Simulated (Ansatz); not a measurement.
Read the following structure.

```
CELL_PARAMETERS angstrom
3.15173 0.00000 0.00000
0.00000 3.15173 0.00000
0.00000 0.00000 3.21174
ATOMIC_POSITIONS crystal
W 0.00000 0.00000 0.00000
W 0.50000 0.50000 0.50000
```

> What does this file describe?

The element is tungsten. Strictly the space group is I4/mmm (No. 139, within 0.01 Å). It is a distorted form of a body-centred cubic structure, space group Im-3m (No. 229) within 0.25 Å: body-centred cubic (W type). The cell holds two atoms. W is coordinated by eight W in a cubic arrangement at 2.75 Å. Not all metal-metal contacts are counted. The bonds build a three-dimensional framework.

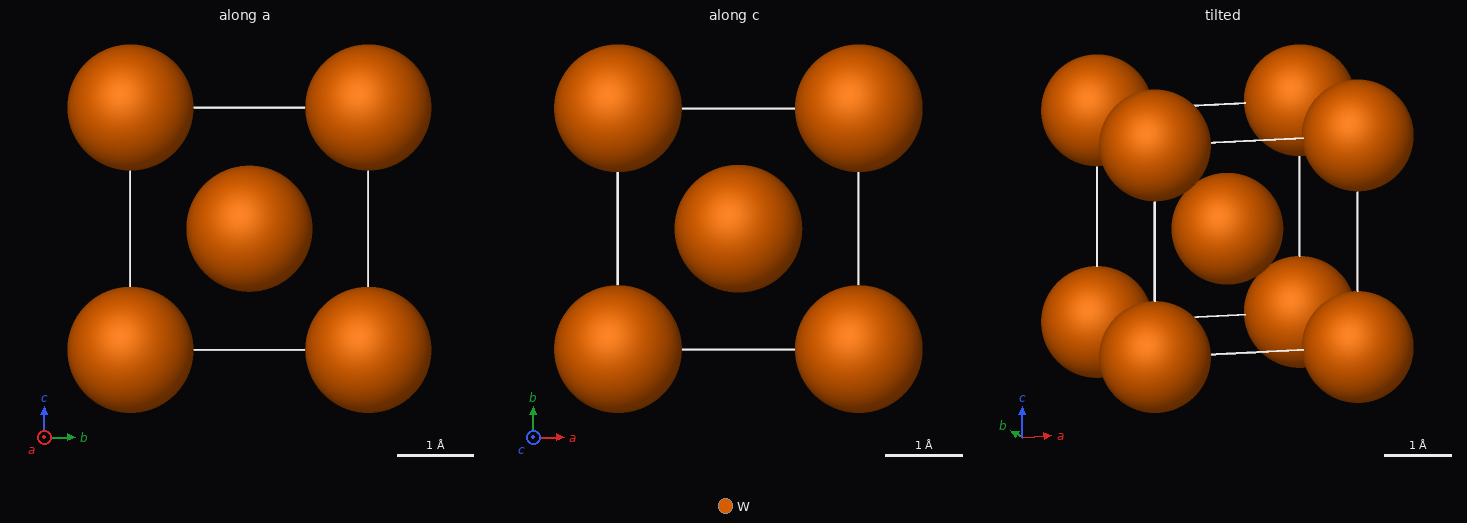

A spheres-only rendering, viewed along the a axis, along the c axis and slightly off an axis. The frame is the unit cell; atoms at its boundary are shown with their periodic copies. Colours: tungsten orange.

Its origin is a structure listed in the Materials Project. It was relaxed with Ansatz, DFT PBE, scalar-relativistic, plane waves, PAW under a constraint or pressure on the cell, so some stress remains.
